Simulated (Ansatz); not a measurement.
SrCl2: Wannier-function calculation

The run: Wannier-function calculation of SrCl2 (Fm-3m, 3 atoms in the cell). Method and program: maximally localised Wannier functions of PBE bands, plane waves, PAW, no spin polarisation (Ansatz 0.2.0).

The structure was built on a prototype by a generator. The geometry comes from this level: r2SCAN. It belongs to a series of runs on one base structure; here: anion p.

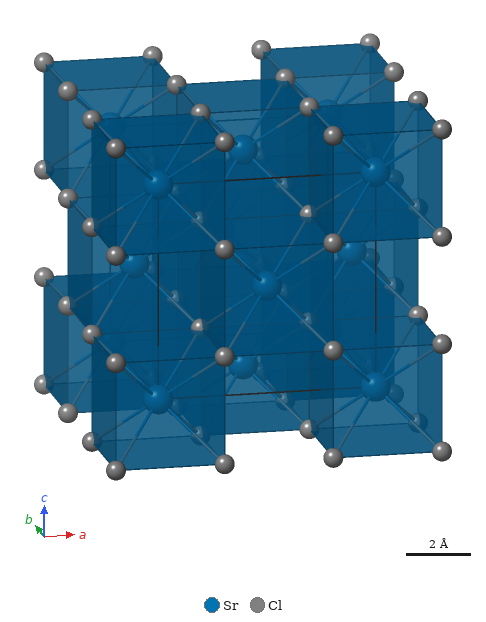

Figure 1. The input geometry (polyhedral view of the cell 4 times as large as that of the calculation, set on its symmetry axes, seen slightly off an axis; polyhedra are completed across the faces of the cell).

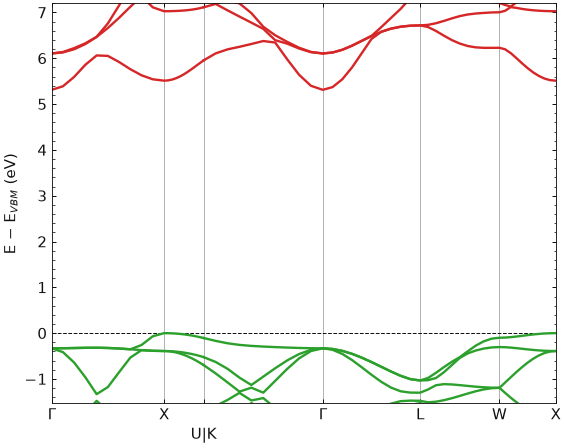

Figure 2. Band structure along Γ–X–U|K–Γ–L–W–X, with energies from the valence-band top. There is a gap of 5.31 eV on this path, indirect, from X to Γ.

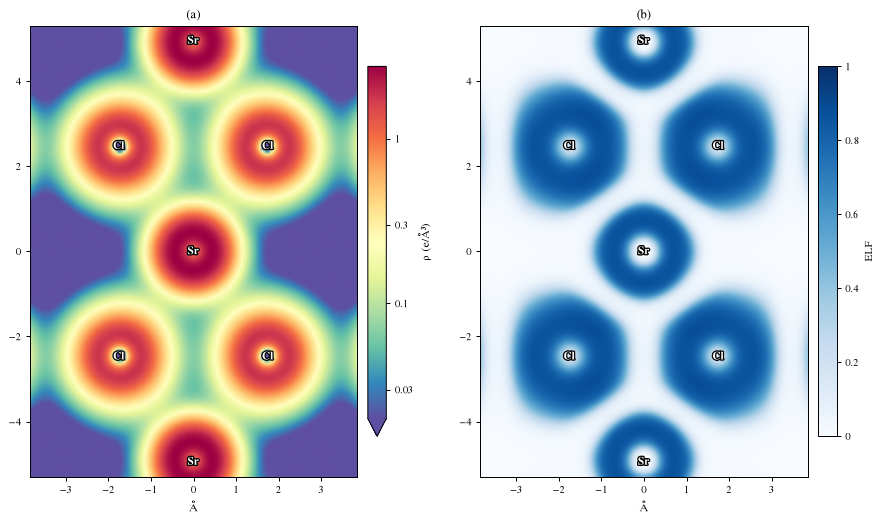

Figure 3. (a) valence pseudo-density; (b) electron localisation function on the (110) plane of the conventional cell. The section cuts through Sr and Cl sites. Sr–Cl (3.03 Å): the density is about 0.14 e/Å³ at the midpoint; the ELF peaks at about 0.90 in the valence shell of Cl, 0.8 Å from its nucleus, and drops to about 0.05 between the two atoms, as expected for ionic bonding with no shared pair. Away from the nuclei the density in this plane falls to 0.002 e/Å³ at its lowest. The strong features right at Sr lie inside the PAW spheres (semicore, d or f shells) and say nothing about bonding. Core electrons are frozen (PAW), so the fields are smoothed inside the atomic spheres.

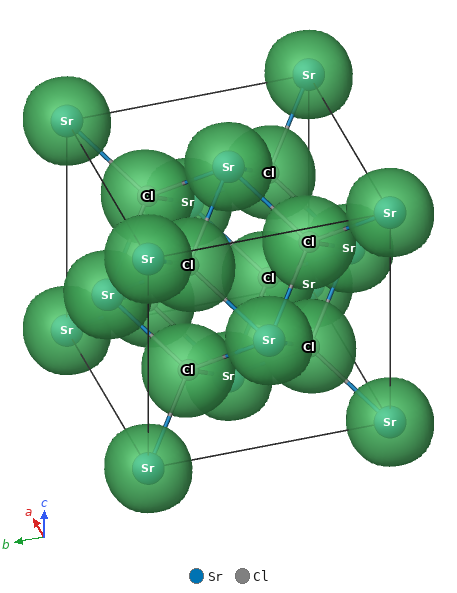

Figure 4. Isosurface of the valence electron density at 0.2 e/Å³ (green), seen at an oblique angle. Sticks mark near contacts. The outline is the cell set on symmetry axes. At this value the density breaks into separate islands; it holds about 85 % of the electrons treated as valence (semicore included). It is pinched off along the Sr–Cl (3.03 Å) contacts. On the grid the lowest density along these lines, outside the cores, is 0.13 e/Å³ (Sr–Cl, 3.03 Å).

The input and output of the run follow.

Input file
```yaml
crystal:
  lattice:
    - [0.0, 3.4977180853, 3.4977180853]
    - [3.4977180853, 0.0, 3.4977180853]
    - [3.4977180853, 3.4977180853, 0.0]
  atoms:
    - { symbol: Sr, position: [0.0, 0.0, 0.0] }
    - { symbol: Cl, position: [0.25, 0.25, 0.25] }
    - { symbol: Cl, position: [0.75, 0.75, 0.75] }
kpoints:
  mp_grid: { grid: [6, 6, 6] }
  band_path:
    path:
      - [[0.0, 0.0, 0.0], [0.5, 1.056158510723e-34, 0.5], [0.625, 0.25, 0.625]]
      - [[0.375, 0.375, 0.75], [0.0, 0.0, 0.0], [0.5, 0.5, 0.5], [0.5, 0.25, 0.75], [0.5, 1.056158510723e-34, 0.5]]
    npoints: 10
hamiltonian:
  xc: pbe
scf:
  occupations: { method: fixed }
  n_extra_bands: 6
output:
  forces: false
  stress: false
  eigenvalues: true
  wannier:
    kmesh: [4, 4, 4]
    projections: [{ species: Cl, l: p, shell: 3 }]
    minimise: true
    write_hr: true
    conv_tol: 1.0e-08
    max_iter: 3000
  write_density: true
  write_potential: true
  elf: true
  volumetric_format: npy
```

File wannier.win
```
! ansatz wannier90 interface
! projections by site (counted from 0) and shell: 1 3P, 2 3P
! states of the run's bands (counted from 1): 7-12
! their least projectability: 0.9626
num_bands = 6
num_wann  = 6
num_iter  = 2000
conv_tol = 1e-8
conv_window = 5
guiding_centres = true
write_hr = true

begin unit_cell_cart
Ang
                      0.0             3.4977180853             3.4977180853
             3.4977180853                      0.0             3.4977180853
             3.4977180853             3.4977180853                      0.0
end unit_cell_cart

begin atoms_frac
Sr                       0.0                      0.0                      0.0
Cl                      0.25                     0.25                     0.25
Cl                      0.75                     0.75                     0.75
end atoms_frac

mp_grid = 4 4 4
```

Run as:
```bash
ansatz run input.yaml --threads 4 --pin off --max-ram 3686MiB --backend cpu --events-out ev --progress --plain --runs-dir out
```

Output
```
scf.n_extra_bands = 6 over 12 filled bands (N_el = 24.0): the run solves 18 bands
Engine: ansatz 0.2.0, aarch64-unknown-linux-gnu
Pseudopotentials: kind: paw
Pseudopotential: Sr, paw, valence charge 10, recommended cutoff 420 eV (normal), Sr.paw.azcp
Pseudopotential: Cl, paw, valence charge 7, recommended cutoff 420 eV (normal), Cl.paw.azcp
Functional definition: PBE
  parameter kappa = 0.804
  parameter beta = 0.06672455060314922
  exchange = pbe_x(kappa = kappa, mu = beta*pi^2/3)
  correlation = pbe_c(beta = beta)
Crystal: 3 atoms, lattice volume = 85.582 Å³
Basis set: ecut = 420 eV, 1687 PW (Γ)
Bands: 18, of which v1, the nominal top of the filled ones, is band 12 counted from 1 (11 counted from 0)
Symmetry: 48 space group operations
Space group: Fm-3m (ITA 225), of the structure as read, at distance tolerance 4.4e-5 Å
k-points: 16 of 216
Non-local potential: Sr, projectors of the file, l = 0: 3, l = 1: 2, l = 2: 2
Non-local potential: Cl, projectors of the file, l = 0: 2, l = 1: 2, l = 2: 2
PAW form: soft (Blöchl's): semilocal exchange-correlation on the pseudo side does not see the compensation charge
PAW one-centre angular grid: Sr, 110 points (default); XC on 64 Gauss nodes
PAW one-centre angular grid: Cl, 110 points (default); XC on 64 Gauss nodes
Initial density: superposition of atomic densities (neutral atoms: chi_scale 0, normalization atom), corrected by the library's trained network
Initial wavefunctions: pseudopotential atomic-orbital guess
Functional: x = pbe(κ = 0.804, μ = 0.2195149727645171), c = pbe(β = 0.06672455060314922)
SCF iter   1: F=—  HF=-5710.727221 eV  |F-HF|=—  |Δ(HF+E_count)|=         —  Δρ=3.51e-4  dr2=6.90e-5  ethr=1.77e-3  ⟨swp⟩=6.8  Hψ=1664  notcnv=0  defer=54
preconditioner: auto → none  [insulator: Δε(μ)=5.311 eV  Ē_g=14.577 eV  n_scr=14 (ndim 8)  ℏωp=18.8 eV  f_vac=0.093  ε∞_Penn≈2.7]
SCF iter   2: F=—  HF=-5710.728352 eV  |F-HF|=—  |Δ(HF+E_count)|=   1.13e-3  Δρ=1.89e-4  dr2=1.65e-5  ethr=2.87e-7  ⟨swp⟩=3.1  Hψ=822  notcnv=0  defer=62
SCF iter   3: F=—  HF=-5710.728379 eV  |F-HF|=—  |Δ(HF+E_count)|=   2.75e-5  Δρ=1.01e-4  dr2=2.96e-6  ethr=6.89e-8  ⟨swp⟩=2.0  Hψ=375  notcnv=0  defer=62
SCF iter   4: F=—  HF=-5710.728413 eV  |F-HF|=—  |Δ(HF+E_count)|=   3.37e-5  Δρ=1.91e-5  dr2=3.36e-7  ethr=1.23e-8  ⟨swp⟩=2.0  Hψ=473  notcnv=0  defer=64
iter 5 did not close the SCF: its close was put off for the readings that it lacked (scf_convergence_deferred on its scf_iter line)
SCF iter   5: F=-5710.728413 eV  HF=-5710.728413 eV  |F-HF|=5.16e-9  |Δ(HF+E_count)|=   4.39e-8  Δρ=8.71e-6  dr2=6.25e-8  ethr=1.40e-9  ⟨swp⟩=2.7  Hψ=402  notcnv=0  defer=64
SCF iter   6: F=-5710.728413 eV  HF=-5710.728413 eV  |F-HF|=2.52e-10  |Δ(HF+E_count)|=   1.63e-8  Δρ=3.33e-6  dr2=8.67e-9  ethr=2.60e-10  ⟨swp⟩=8.6  Hψ=1582  notcnv=0
SCF 1 converged in 6 iterations: F = -5710.728413 eV  dr2 = 8.67e-9
  greatest PAW one-centre occupation: 0.986 electrons in one spin orbital (limit 2), on the Sr atom at site 0 (counted from 0), in its partial waves of l = 0
NSCF: frozen V_eff on 62 k-points
NSCF: frozen V_eff on 11 k-points
the Wannier pass solved 11 of the 64 points of its mesh, and has the states at the others by symmetry: states obtained by the crystal's operations at points that were solved too leave a residual of 2.13e-13 eV (read by the count's bands and the next), within 6.67e-6 eV
SCF converged after 6 iterations
Free energy (F): -5710.728413 eV
Harris-Foulkes:  -5710.728413 eV  (|F-HF|=2.52e-10)
Internal energy: -5710.728413 eV  (E = F + TS)
E sigma→0 (E₀):  -5710.728413 eV
Fermi energy:    3.022822 eV
--- Per-component energies (eV) ---
  E_band       = -148.744470
  E_kinetic    = 568.355837
  E_local      = -1186.932804  (includes V_loc(G=0)·N_el)
  E_nonlocal   = 258.789966
  E_hartree    = 326.734617
  E_xc         = -388.979698
  E_vxc        = -407.889242  (∫ρ·V_xc dr)
  E_paw        = -4013.353853  (= ΣΔE_a)
  E_vpaw       = -34.539774  (= ΣTr[D̂ρ^β])
  E_aug_tail   = 0.000179  (compensation charges beyond the density's cutoff)
  E_ewald      = -1275.342658
  E_smearing   = -0.000000  (= −TS)
  E_closure    = -0.000000  (closes the sum)
  Σ components = -5710.728413   (vs F -5710.728413, Δ=0.00e0)
--- Band table (eV; the first three rows and the last of 16) ---
  k-point 0: bands = ["-29.8265", "-11.8184", "-11.8184", "-11.8184", "-10.2516", "-9.4197", "0.9326", "0.9326", "0.9326", "2.6917", "2.6917", "2.6917", "8.3347", "9.1283", "9.1283", "11.9818", "11.9818", "11.9818"]
  k-point 1: bands = ["-29.8257", "-11.9037", "-11.8218", "-11.8218", "-10.1049", "-9.4750", "1.0324", "1.0324", "1.1135", "2.3855", "2.5457", "2.5457", "8.9228", "9.3321", "9.3321", "11.0086", "11.7277", "11.7277"]
  k-point 2: bands = ["-29.8242", "-12.0394", "-11.8285", "-11.8285", "-9.8936", "-9.5296", "1.2849", "1.2849", "1.4572", "1.8739", "2.2206", "2.2206", "9.6497", "9.6497", "9.8383", "10.9898", "11.5778", "11.5778"]
  k-point 15: bands = ["-29.8224", "-12.0857", "-11.9336", "-11.8506", "-9.6570", "-9.5556", "0.4781", "0.9540", "1.4866", "2.2082", "2.6913", "2.9539", "8.9912", "10.1158", "10.2764", "10.4328", "11.1008", "12.5041"]
Wannier search: line search 1 of at most 3000: gauge-dependent spread (as the search counts it) 0.0837544 Å², largest recent change 9.2e-5 Å² and fall left 1.4e-9 Å² against conv_tol 1.0e-8 Å², 0 stops escaped
```

File v_z.tsv
```
# z_ang	v_es[eV]	v_tot[eV]
# format = ansatz-planar-average/11
# xc	pbe
# density_cutoff_ev	1680
# datasets	Sr=:simpson_from_first_knot:soft	Cl=:simpson_from_first_knot:soft
# lattice	0.000000000	3.497718085	3.497718085
# lattice	3.497718085	0.000000000	3.497718085
# lattice	3.497718085	3.497718085	0.000000000
# sites	3
# site	38	0.000000000	0.000000000	0.000000000
# site	17	1.748859043	1.748859043	1.748859043
# site	17	5.246577128	5.246577128	5.246577128
0.000000	-4.197490e0	-1.439639e1
0.137403	-3.955184e0	-1.413704e1
0.274807	-3.329981e0	-1.342444e1
0.412210	-2.485868e0	-1.244274e1
0.549613	-1.542198e0	-1.133550e1
0.687017	-6.154512e-1	-1.018828e1
0.824420	1.831139e-1	-9.157621e0
0.961823	8.016254e-1	-8.266847e0
1.099227	1.293578e0	-7.438521e0
1.236630	1.789914e0	-6.612926e0
1.374033	2.406275e0	-5.608895e0
1.511437	3.172687e0	-4.445115e0
1.648840	4.065974e0	-3.313905e0
1.786243	5.060367e0	-2.111812e0
1.923647	6.099898e0	-8.098207e-1
2.061050	7.075159e0	3.473016e-1
2.198453	7.841459e0	1.227248e0
2.335857	8.285998e0	1.759556e0
2.473260	8.418176e0	1.921919e0
2.610664	8.285998e0	1.759556e0
2.748067	7.841459e0	1.227248e0
2.885470	7.075159e0	3.473016e-1
3.022874	6.099898e0	-8.098207e-1
3.160277	5.060367e0	-2.111812e0
3.297680	4.065974e0	-3.313905e0
3.435084	3.172687e0	-4.445115e0
3.572487	2.406275e0	-5.608895e0
3.709890	1.789914e0	-6.612926e0
3.847294	1.293578e0	-7.438521e0
3.984697	8.016254e-1	-8.266847e0
4.122100	1.831139e-1	-9.157621e0
4.259504	-6.154512e-1	-1.018828e1
4.396907	-1.542198e0	-1.133550e1
4.534310	-2.485868e0	-1.244274e1
4.671714	-3.329981e0	-1.342444e1
4.809117	-3.955184e0	-1.413704e1
```

File wannier.spreads.toml
```
omega_i_ang2 = 8.538743810978822
omega_d_ang2 = 0.0006655202794967862
omega_od_ang2 = 0.045234244127789154
omega_total_ang2 = 8.584643575386108
least_projectability = 0.9626317736137726
b_vectors_match_mmn = true
n_iter = 26
converged = true
rejected_fitted_steps = 0

[[wannier]]
r = [1.7325137866053928, 1.7325137712870966, 1.7168233624422014]
spread = 1.4307739266969914

[[wannier]]
r = [5.262922383911728, 5.26292238520416, 5.278612811455741]
spread = 1.4307739283049443

[[wannier]]
r = [1.7325137956112648, 1.7808947324859519, 1.7652042861302593]
spread = 1.43077392926204

[[wannier]]
r = [5.214541436800415, 5.262922367605729, 5.230231882767477]
spread = 1.4307739300080726

[[wannier]]
r = [5.262922369530285, 5.2145414366820395, 5.23023188440217]
spread = 1.4307739300555653

[[wannier]]
r = [1.780894739155888, 1.7325138185208424, 1.7652042839480637]
spread = 1.4307739310582956

[[curvature_check]]
after_line_search = 6
omega_tilde_before_ang2 = 0.08375438187431143
krylov_steps = 38
lowest_ritz_value_ang2 = -0.04258863058710997
residual_ang2 = 3.536740797286552e-20
settled = true
first_negative_step = 2
curvature_along_ang2 = -0.04258819192416187
angle_rad = 1.5707963267948966
omega_tilde_after_ang2 = 0.04780990187359533
outcome = "escaped"

[[curvature_check]]
after_line_search = 26
omega_tilde_before_ang2 = 0.045899764407285944
krylov_steps = 25
lowest_ritz_value_ang2 = 0.009463672645700492
residual_ang2 = 4.0409106434979756e-11
settled = true
outcome = "no-negative-curvature"
```

Summary

```json
{"quantity": "outcome", "value": "converged"}
{"quantity": "space group (tolerance 0.01 Å)", "value": "Fm-3m (225)"}
{"quantity": "electrons treated", "value": "24"}
{"quantity": "free energy", "value": "−5710.7284 eV"}
{"quantity": "total spread of the Wannier functions", "value": "8.585 Å²"}
{"quantity": "Fermi energy", "value": "3.023 eV"}
{"quantity": "gap on the k-point mesh", "value": "5.31 eV"}
{"quantity": "hardware", "value": "4 threads of Arm Neoverse V2, 24 GiB of memory available, shared host"}
{"quantity": "wall time", "value": "1.2 s (CPU time 4.2 s)"}
{"quantity": "peak memory", "value": "0.32 GiB"}
```
